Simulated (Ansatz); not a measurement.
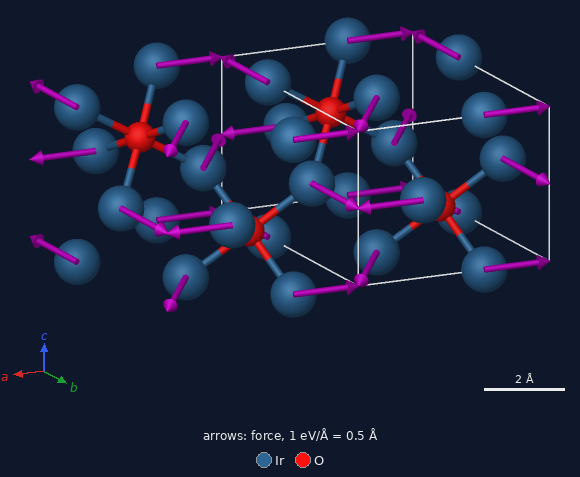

Starting geometry of crystalline Ir3O (a generated structure, set up in P6_322) (coarse preliminary run) with the computed forces as purple arrows. A ball-and-stick model of the cell of the calculation, repeated 2 × 1 × 1 with one cell outlined, seen from a free direction.

Case: Zr → Ir on all its sites, cell and atoms relaxed.

These are results of DFT PBE, scalar-relativistic, plane waves, PAW (Ansatz), not measurements. Settings: plane-wave cutoff 420 eV; k-point mesh 6 × 6 × 4; occupations gaussian; smearing width 0.1 eV; no spin polarisation; cell and atoms relaxed; force threshold 0.05 eV/Å; at most 60 steps.

> What follows when this structure is relaxed?

It isn't relaxed: the largest force vector, on Ir atoms, is 3.47 eV/Å. The atoms end up moving mostly along the starting forces (cosine between the two patterns 1.00). Over 6 accepted moves (9 points after the start) the energy falls by 598 meV per atom. Largest force component: 3.5 eV/Å at the start, 0.0071 eV/Å at the end. Pressure: 38.87 GPa at the start and 0.16 GPa at the end. The line search rejected the trial step at point 2 of the run. At 2 points the geometry stayed and the basis and grid were re-selected for the new cell (energy shift of 8.0 meV per atom at most each time). The largest moves relative to the cell, 0.34 Å, are those of Ir atoms. O stays in place. The drawn cell changes as follows: a = b 4.973 → 5.397 Å (+8.5 %), c 4.590 → 4.468 Å (−2.7 %); the volume changes by +14.7 %. Near-neighbour distances that change, for instance: Ir–Ir 2.796 → 3.292 Å, Ir–Ir 2.923 → 2.580 Å, Ir–O 2.004 → 2.266 Å, Ir–Ir 2.849 → 2.685 Å. Bond angles that change, for instance: Ir–O–Ir 90.6° → 72.6°, O–Ir–O 133.0° → 115.5°, Ir–O–Ir 178.5° → 166.4°. The space group stays P6_322 (No. 182).
